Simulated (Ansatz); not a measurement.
**Single-point calculation, with input and output: Si**

The run: single-point calculation of Si (48 atoms in the cell). Method and program: DFT PBE, scalar-relativistic, plane waves, PAW, no spin polarisation (Ansatz 0.2.0).

The structure derives from a Materials Project entry. It belongs to a series of runs on one base structure; here: the perfect crystal in a cell of 48 atoms.

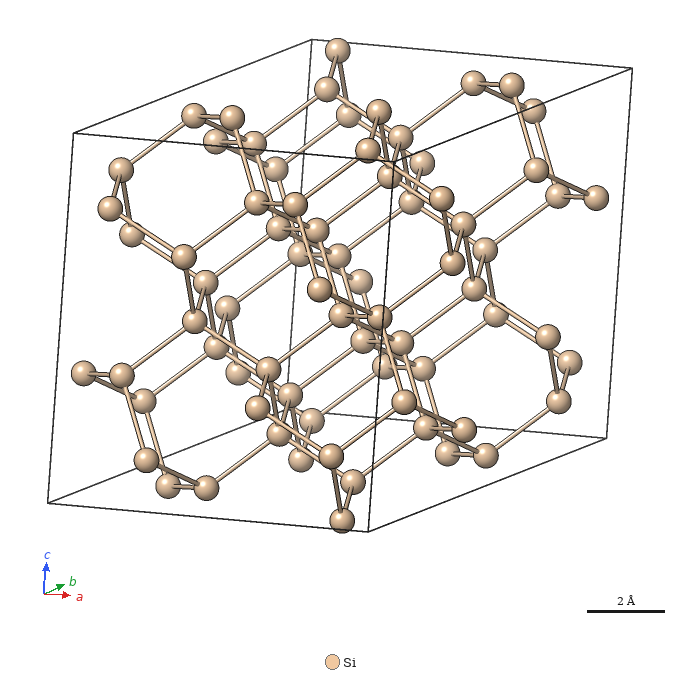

Fig. 1: The structure (ball-and-stick view of the cell of the calculation, seen at an oblique angle).

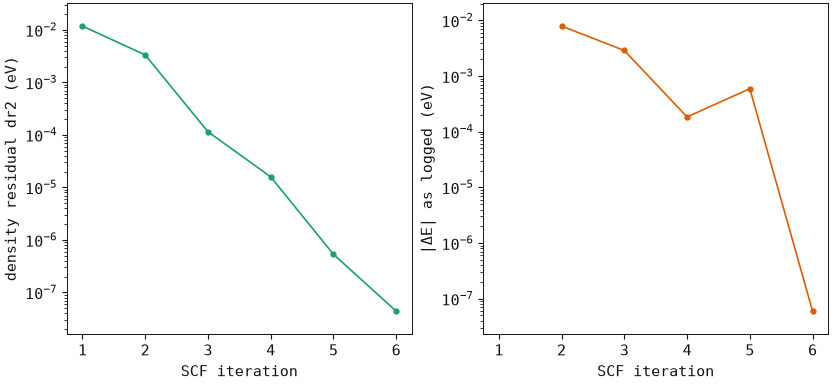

Fig. 2: Convergence of the self-consistent field: density residual dr2 and size of the energy change against the SCF iteration. The residual falls at every step.

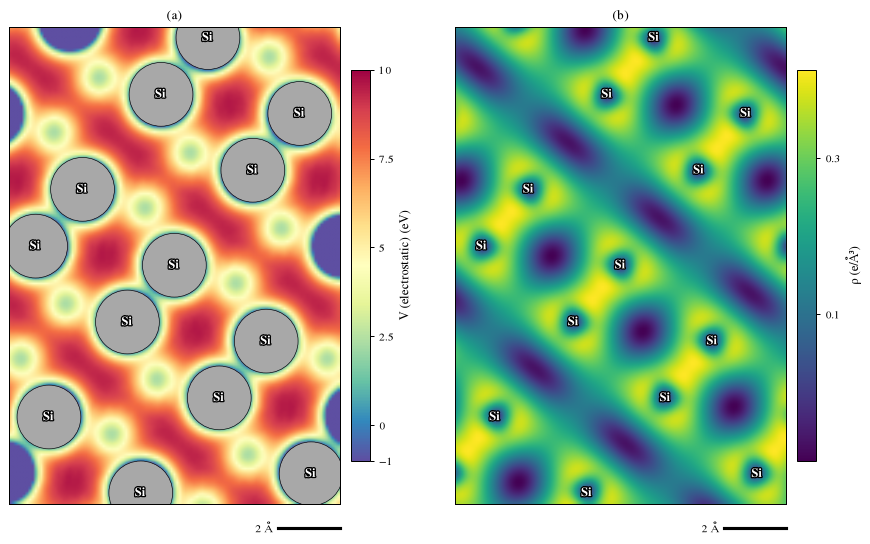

Fig. 3: (a) electrostatic potential energy of an electron; (b) valence charge density (pseudo) on the (11̄0) plane of the calculation cell. Grey discs, where drawn, cover atomic cores. The section cuts through Si sites. Si–Si (2.38 Å): ρ at the midpoint is about 0.55 e/Å³, a local maximum along the line. Away from the nuclei the density in this plane falls to 0.04 e/Å³ at its lowest. Outside the cores the potential energy rises away from the atoms and is highest about 2.3 Å from the nearest atoms; outside the discs it spans about 10 eV, and its zero is arbitrary. Core electrons are frozen (PAW), so the fields are smoothed inside the atomic spheres.

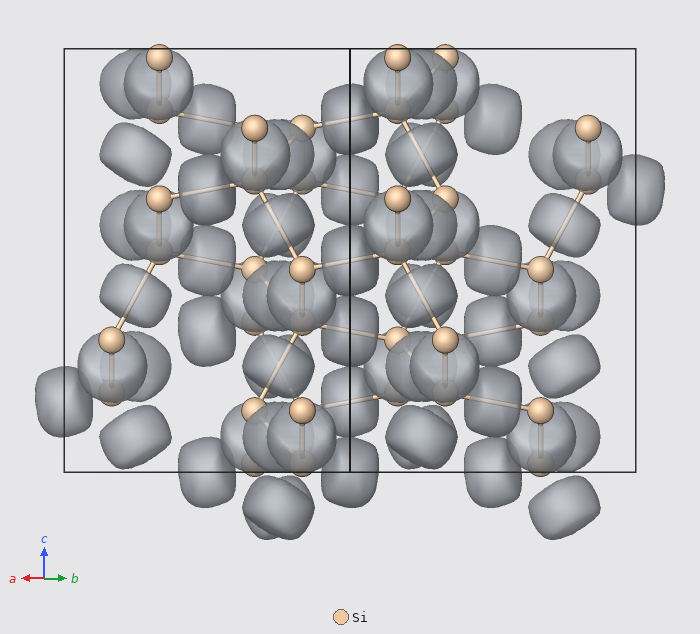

Fig. 4: Isosurface of the electron localisation function at 0.7 (grey), seen along [110]. Core shells and regions of very low density are left out. Sticks mark near contacts. The outline is the calculation cell. The ELF exceeds this value in 96 regions between bonded Si–Si atoms (shared pairs), counted in one cell of 48 atoms. Profiles from the grid: Si–Si (2.36 Å): the ELF peaks at about 0.95 between the atoms, which marks a shared electron pair.

The input and output of the run follow.

**The input**
```yaml
crystal:
  lattice:
    - [7.7025612697, 1.0e-10, -6.3650227274]
    - [-3.8512806348, -6.6706137338, -6.3650227274]
    - [-3.8512806349, 6.6706137337, -6.3650227274]
  atoms:
    - { symbol: Si, position: [0.1456896866, 0.4790230199, 0.3123563532] }
    - { symbol: Si, position: [0.3123563532, 0.6456896866, 0.9790230199] }
    - { symbol: Si, position: [0.9790230199, 0.3123563532, 0.6456896866] }
    - { symbol: Si, position: [0.8123563532, 0.6456896866, 0.4790230199] }
    - { symbol: Si, position: [0.4790230199, 0.3123563532, 0.1456896866] }
    - { symbol: Si, position: [0.6456896866, 0.4790230199, 0.8123563532] }
    - { symbol: Si, position: [0.3123563532, 0.1456896866, 0.4790230199] }
    - { symbol: Si, position: [0.9790230199, 0.8123563532, 0.1456896866] }
    - { symbol: Si, position: [0.1456896866, 0.9790230199, 0.8123563532] }
    - { symbol: Si, position: [0.6456896866, 0.9790230199, 0.3123563532] }
    - { symbol: Si, position: [0.8123563532, 0.1456896866, 0.9790230199] }
    - { symbol: Si, position: [0.4790230199, 0.8123563532, 0.6456896866] }
    - { symbol: Si, position: [0.1456896866, 0.3123563532, 0.9790230199] }
    - { symbol: Si, position: [0.3123563532, 0.4790230199, 0.6456896866] }
    - { symbol: Si, position: [0.9790230199, 0.1456896866, 0.3123563532] }
    - { symbol: Si, position: [0.8123563532, 0.4790230199, 0.1456896866] }
    - { symbol: Si, position: [0.4790230199, 0.1456896866, 0.8123563532] }
    - { symbol: Si, position: [0.6456896866, 0.3123563532, 0.4790230199] }
    - { symbol: Si, position: [0.3123563532, 0.9790230199, 0.1456896866] }
    - { symbol: Si, position: [0.9790230199, 0.6456896866, 0.8123563532] }
    - { symbol: Si, position: [0.1456896866, 0.8123563532, 0.4790230199] }
    - { symbol: Si, position: [0.6456896866, 0.8123563532, 0.9790230199] }
    - { symbol: Si, position: [0.8123563532, 0.9790230199, 0.6456896866] }
    - { symbol: Si, position: [0.4790230199, 0.6456896866, 0.3123563532] }
    - { symbol: Si, position: [0.0209769801, 0.3543103134, 0.1876436468] }
    - { symbol: Si, position: [0.1876436468, 0.5209769801, 0.8543103134] }
    - { symbol: Si, position: [0.8543103134, 0.1876436468, 0.5209769801] }
    - { symbol: Si, position: [0.6876436468, 0.5209769801, 0.3543103134] }
    - { symbol: Si, position: [0.3543103134, 0.1876436468, 0.0209769801] }
    - { symbol: Si, position: [0.5209769801, 0.3543103134, 0.6876436468] }
    - { symbol: Si, position: [0.1876436468, 0.0209769801, 0.3543103134] }
    - { symbol: Si, position: [0.8543103134, 0.6876436468, 0.0209769801] }
    - { symbol: Si, position: [0.0209769801, 0.8543103134, 0.6876436468] }
    - { symbol: Si, position: [0.5209769801, 0.8543103134, 0.1876436468] }
    - { symbol: Si, position: [0.6876436468, 0.0209769801, 0.8543103134] }
    - { symbol: Si, position: [0.3543103134, 0.6876436468, 0.5209769801] }
    - { symbol: Si, position: [0.0209769801, 0.1876436468, 0.8543103134] }
    - { symbol: Si, position: [0.1876436468, 0.3543103134, 0.5209769801] }
    - { symbol: Si, position: [0.8543103134, 0.0209769801, 0.1876436468] }
    - { symbol: Si, position: [0.6876436468, 0.3543103134, 0.0209769801] }
    - { symbol: Si, position: [0.3543103134, 0.0209769801, 0.6876436468] }
    - { symbol: Si, position: [0.5209769801, 0.1876436468, 0.3543103134] }
    - { symbol: Si, position: [0.1876436468, 0.8543103134, 0.0209769801] }
    - { symbol: Si, position: [0.8543103134, 0.5209769801, 0.6876436468] }
    - { symbol: Si, position: [0.0209769801, 0.6876436468, 0.3543103134] }
    - { symbol: Si, position: [0.5209769801, 0.6876436468, 0.8543103134] }
    - { symbol: Si, position: [0.6876436468, 0.8543103134, 0.5209769801] }
    - { symbol: Si, position: [0.3543103134, 0.5209769801, 0.1876436468] }
basis:
  ecutwfc: 420
  xc_grid: 2
kpoints:
  mp_grid: { grid: [2, 2, 2], shift: [0.5, 0.5, 0.5] }
hamiltonian:
  xc: pbe
scf:
  occupations: { method: gaussian, width: 0.02 }
output:
  forces: true
  stress: true
  eigenvalues: true
  write_density: true
  write_potential: true
  elf: true
  volumetric_format: npy
```

Launched with:
```bash
ansatz run input.yaml --threads 4 --pin off --max-ram 6144MiB --backend cpu --events-out ev --progress --plain --runs-dir out
```

**Output**
```
Engine: ansatz 0.2.0, aarch64-unknown-linux-gnu
Pseudopotentials: kind: paw
Pseudopotential: Si, paw, valence charge 4, recommended cutoff 420 eV (normal), Si.paw.azcp
Functional definition: PBE
  parameter kappa = 0.804
  parameter beta = 0.06672455060314922
  exchange = pbe_x(kappa = kappa, mu = beta*pi^2/3)
  correlation = pbe_c(beta = beta)
Crystal: 48 atoms, lattice volume = 981.120 Å³
Basis set: ecut = 420 eV, 19113 PW (Γ), exchange–correlation on 144×144×144 points (8 copies of the dense FFT grid, shifted against one another)
Bands: 144, of which v1, the nominal top of the filled ones, is band 96 counted from 1 (95 counted from 0)
Symmetry: 144 space group operations
Space group: P63/mmc (ITA 194), of the structure as read, at distance tolerance 9.9e-5 Å
k-points: 2 of 8
Non-local potential: Si, projectors of the file, l = 0: 2, l = 1: 2, l = 2: 2
PAW form: soft (Blöchl's): semilocal exchange-correlation on the pseudo side does not see the compensation charge
PAW one-centre angular grid: Si, 110 points (default); XC on 64 Gauss nodes
Initial density: superposition of atomic densities (neutral atoms: chi_scale 0, normalization atom), corrected by the library's trained network
Initial wavefunctions: pseudopotential atomic-orbital guess
Functional: x = pbe(κ = 0.804, μ = 0.2195149727645171), c = pbe(β = 0.06672455060314922)
SCF iter   1: F=—  HF=-30518.288571 eV  |F-HF|=—  |Δ(HF+E_count)|=         —  Δρ=1.16e-3  dr2=1.18e-2  ethr=1.77e-3  ⟨swp⟩=6.0  Hψ=1320  notcnv=0  defer=27
preconditioner: auto → Resta (q_TF=auto, 2.079 Å⁻¹)  ε∞=5.5  [insulator: Δε(μ)=0.983 eV  Ē_g=7.765 eV  σ=0.020 eV  W_gap=1.00  n_scr=154 (ndim 8)  ℏωp=16.4 eV  f_vac=0.000  D(μ)=0.00/eV (n_scr^D=0)  ε∞_Penn≈5.5]
SCF iter   2: F=—  HF=-30518.296458 eV  |F-HF|=—  |Δ(HF+E_count)|=   7.89e-3  Δρ=6.05e-4  dr2=3.34e-3  ethr=6.12e-6  ⟨swp⟩=2.5  Hψ=485  notcnv=0  defer=72
SCF iter   3: F=—  HF=-30518.299335 eV  |F-HF|=—  |Δ(HF+E_count)|=   2.88e-3  Δρ=1.12e-4  dr2=1.15e-4  ethr=1.74e-6  ⟨swp⟩=2.0  Hψ=412  notcnv=0  defer=72
SCF iter   4: F=—  HF=-30518.299519 eV  |F-HF|=—  |Δ(HF+E_count)|=   1.84e-4  Δρ=3.90e-5  dr2=1.59e-5  ethr=5.97e-8  ⟨swp⟩=2.0  Hψ=385  notcnv=0  defer=72
SCF iter   5: F=—  HF=-30518.300113 eV  |F-HF|=—  |Δ(HF+E_count)|=   5.93e-4  Δρ=7.43e-6  dr2=5.33e-7  ethr=8.30e-9  ⟨swp⟩=2.0  Hψ=391  notcnv=0  defer=72
SCF iter   6: F=-30518.300113 eV  HF=-30518.300113 eV  |F-HF|=8.26e-9  |Δ(HF+E_count)|=   5.96e-8  Δρ=1.92e-6  dr2=4.39e-8  ethr=5.21e-11  ⟨swp⟩=18.5  Hψ=2388  notcnv=0
SCF 1 converged in 6 iterations: F = -30518.300113 eV  dr2 = 4.39e-8
  greatest PAW one-centre occupation: 0.632 electrons in one spin orbital (limit 2), on the Si atom at site 23 (counted from 0), in its partial waves of l = 0
SCF converged after 6 iterations
Free energy (F): -30518.300113 eV
Harris-Foulkes:  -30518.300113 eV  (|F-HF|=8.26e-9)
Internal energy: -30518.300113 eV  (E = F + TS)
E sigma→0 (E₀):  -30518.300113 eV
Fermi energy:    6.417864 eV
--- Per-component energies (eV) ---
  E_band       = 194.046890
  E_kinetic    = 1924.423616
  E_local      = -1359.561992  (includes V_loc(G=0)·N_el)
  E_nonlocal   = 1241.439344
  E_hartree    = 371.052461
  E_xc         = -2643.120723
  E_vxc        = -2236.035320  (∫ρ·V_xc dr)
  E_paw        = -24612.864222  (= ΣΔE_a)
  E_vpaw       = -118.317628  (= ΣTr[D̂ρ^β])
  E_aug_tail   = 0.000296  (compensation charges beyond the density's cutoff)
  E_ewald      = -5439.668893
  E_smearing   = -0.000000  (= −TS)
  E_closure    = -0.000000  (closes the sum)
  Σ components = -30518.300113   (vs F -30518.300113, Δ=0.00e0)
--- Forces (eV/Å), atoms counted from 1 ---
  atom   1  Si     0.00000000    -0.00000000     0.00237005
  atom   2  Si     0.00000000    -0.00000000     0.00237005
  atom   3  Si     0.00000000     0.00000000     0.00237005
  atom   4  Si    -0.00000000     0.00000000     0.00237005
  atom   5  Si    -0.00000000     0.00000000     0.00237005
  atom   6  Si    -0.00000000     0.00000000     0.00237005
  atom   7  Si     0.00000000    -0.00000000     0.00237005
  atom   8  Si    -0.00000000     0.00000000     0.00237005
  atom   9  Si     0.00000000    -0.00000000     0.00237005
  atom  10  Si    -0.00000000     0.00000000     0.00237005
  atom  11  Si    -0.00000000     0.00000000     0.00237005
  atom  12  Si    -0.00000000     0.00000000     0.00237005
  atom  13  Si     0.00000000     0.00000000     0.00237005
  atom  14  Si     0.00000000     0.00000000     0.00237005
  atom  15  Si     0.00000000     0.00000000     0.00237005
  atom  16  Si     0.00000000     0.00000000     0.00237005
  atom  17  Si     0.00000000     0.00000000     0.00237005
  atom  18  Si     0.00000000     0.00000000     0.00237005
  atom  19  Si     0.00000000     0.00000000     0.00237005
  atom  20  Si     0.00000000     0.00000000     0.00237005
  atom  21  Si     0.00000000     0.00000000     0.00237005
  atom  22  Si     0.00000000     0.00000000     0.00237005
  atom  23  Si     0.00000000     0.00000000     0.00237005
  atom  24  Si     0.00000000     0.00000000     0.00237005
  atom  25  Si    -0.00000000    -0.00000000    -0.00237005
  atom  26  Si    -0.00000000    -0.00000000    -0.00237005
  atom  27  Si    -0.00000000    -0.00000000    -0.00237005
  atom  28  Si    -0.00000000    -0.00000000    -0.00237005
  atom  29  Si    -0.00000000    -0.00000000    -0.00237005
  atom  30  Si    -0.00000000    -0.00000000    -0.00237005
  atom  31  Si    -0.00000000    -0.00000000    -0.00237005
  atom  32  Si    -0.00000000    -0.00000000    -0.00237005
  atom  33  Si    -0.00000000    -0.00000000    -0.00237005
  atom  34  Si     0.00000000     0.00000000    -0.00237005
  atom  35  Si    -0.00000000    -0.00000000    -0.00237005
  atom  36  Si    -0.00000000    -0.00000000    -0.00237005
  atom  37  Si    -0.00000000    -0.00000000    -0.00237005
  atom  38  Si     0.00000000    -0.00000000    -0.00237005
  atom  39  Si    -0.00000000     0.00000000    -0.00237005
  atom  40  Si     0.00000000     0.00000000    -0.00237005
  atom  41  Si     0.00000000    -0.00000000    -0.00237005
  atom  42  Si     0.00000000    -0.00000000    -0.00237005
  atom  43  Si     0.00000000    -0.00000000    -0.00237005
  atom  44  Si     0.00000000    -0.00000000    -0.00237005
  atom  45  Si     0.00000000    -0.00000000    -0.00237005
  atom  46  Si     0.00000000     0.00000000    -0.00237005
  atom  47  Si    -0.00000000     0.00000000    -0.00237005
  atom  48  Si     0.00000000     0.00000000    -0.00237005
  max |Σ_I F_I| component: 4.34e-17 eV/Å
--- Stress (GPa, compression-positive) ---
       -0.007589       0.000000      -0.000000
        0.000000      -0.007589       0.000000
        0.000000      -0.000000       0.069991
  P = ⅓ Tr σ = 0.0183 GPa (0.183 kbar)
--- Band table (eV) ---
  k-point 0: bands = ["-5.6212", "-4.8651", "-4.8651", "-4.8651", "-4.3505", "-4.3505", "-4.3505", "-4.1807", "-3.8585", "-3.8585", "-3.8585", "-3.4913", "-3.4913", "-3.4913", "-2.7176", "-2.7176", "-2.7176", "-2.7002", "-2.7002", "-2.4592", "-2.4592", "-2.3431", "-2.3431", "-2.3431", "-1.3670", "-1.3670", "-1.3670", "-1.0449", "-1.0449", "-0.6510", "-0.6510", "-0.6510", "-0.3518", "-0.3518", "-0.1703", "-0.1703", "-0.1703", "0.1098", "0.7106", "0.7106", "0.7106", "1.1933", "1.4087", "1.4087", "1.4087", "1.6617", "1.8689", "1.8689", "1.8689", "2.0917", "2.4417", "2.4417", "2.4417", "2.6191", "2.6191", "2.6191", "2.8435", "2.8435", "2.9349", "2.9826", "2.9826", "2.9826", "3.0437", "3.0437", "3.0437", "3.4185", "3.4185", "3.4185", "3.4481", "3.4481", "3.4481", "3.8621", "3.8621", "3.8621", "3.9498", "3.9498", "3.9498", "4.0685", "4.0685", "4.0685", "4.1694", "4.1694", "4.3388", "4.4963", "4.4963", "4.4963", "4.6326", "4.6326", "4.6326", "4.8134", "4.8134", "4.8134", "4.9185", "4.9185", "5.9255", "5.9255", "6.9104", "6.9104", "6.9104", "7.2578", "7.4167", "7.4167", "7.4167", "7.4492", "8.0032", "8.0032", "8.3786", "8.3786", "8.3786", "8.5219", "8.5219", "8.5219", "8.5817", "8.5817", "8.6797", "8.6797", "8.6797", "8.6967", "8.6967", "8.6967", "8.7718", "9.1727", "9.1727", "9.1727", "9.1853", "9.4182", "9.4182", "9.4182", "9.4981", "9.4981", "9.4981", "9.6996", "9.6996", "9.6996", "9.7178", "9.7178", "9.7178", "9.7381", "9.7381", "9.7381", "9.9993", "9.9993", "10.1192", "10.1192"]
  k-point 1: bands = ["-5.5593", "-5.0379", "-4.9191", "-4.9191", "-4.5409", "-4.2301", "-4.2301", "-3.7298", "-3.7298", "-3.6434", "-3.6434", "-3.4838", "-3.4838", "-3.4231", "-3.4071", "-3.2533", "-3.2533", "-2.9640", "-2.5895", "-2.3378", "-2.3378", "-2.1744", "-2.0921", "-2.0921", "-1.2538", "-1.2538", "-1.1053", "-1.1042", "-1.0212", "-1.0212", "-0.7143", "-0.6296", "-0.3475", "-0.3475", "0.1106", "0.1106", "0.1874", "0.1874", "0.2177", "0.4389", "0.4389", "1.2422", "1.2422", "1.3790", "1.5832", "1.5832", "1.6947", "1.9250", "1.9250", "2.2504", "2.2504", "2.3991", "2.4787", "2.4787", "2.4839", "2.6402", "2.6402", "2.6675", "2.8496", "3.0059", "3.0059", "3.0653", "3.0653", "3.1414", "3.1414", "3.2994", "3.3365", "3.5472", "3.5472", "3.7036", "3.7575", "3.7575", "3.8006", "3.8401", "4.0002", "4.0002", "4.0308", "4.0308", "4.2383", "4.2383", "4.2409", "4.2433", "4.2433", "4.3068", "4.3827", "4.5849", "4.5849", "4.6641", "4.6726", "4.7816", "4.7816", "5.0443", "5.0603", "5.0603", "5.5533", "5.7487", "7.1792", "7.1792", "7.4005", "7.4005", "7.4314", "7.4314", "7.5398", "7.8766", "8.0427", "8.0427", "8.1053", "8.1736", "8.2182", "8.3363", "8.3363", "8.4161", "8.4161", "8.4240", "8.4240", "8.5728", "8.6494", "8.6636", "8.6636", "8.6738", "8.6738", "8.7372", "8.7372", "8.7472", "8.9853", "9.0675", "9.0845", "9.1545", "9.1545", "9.2326", "9.2326", "9.3333", "9.3950", "9.4879", "9.5509", "9.5509", "9.9411", "9.9950", "9.9950", "10.0897", "10.1237", "10.1564", "10.1564", "10.2744"]
```

**Results in brief**

- outcome: converged
- space group (tolerance 0.01 Å): P6₃/mmc (194)
- electrons treated: 192
- free energy: −30518.3001 eV
- Fermi energy: 6.418 eV
- gap on the k-point mesh: 0.98 eV
- pressure: 0.02 GPa
- largest force (length of the vector): 0.002 eV/Å
- hardware: 4 threads of Arm Neoverse V1, 24 GiB of memory available, shared host
- wall time: 7.5 s (CPU time 29 s)
- peak memory: 1.9 GiB
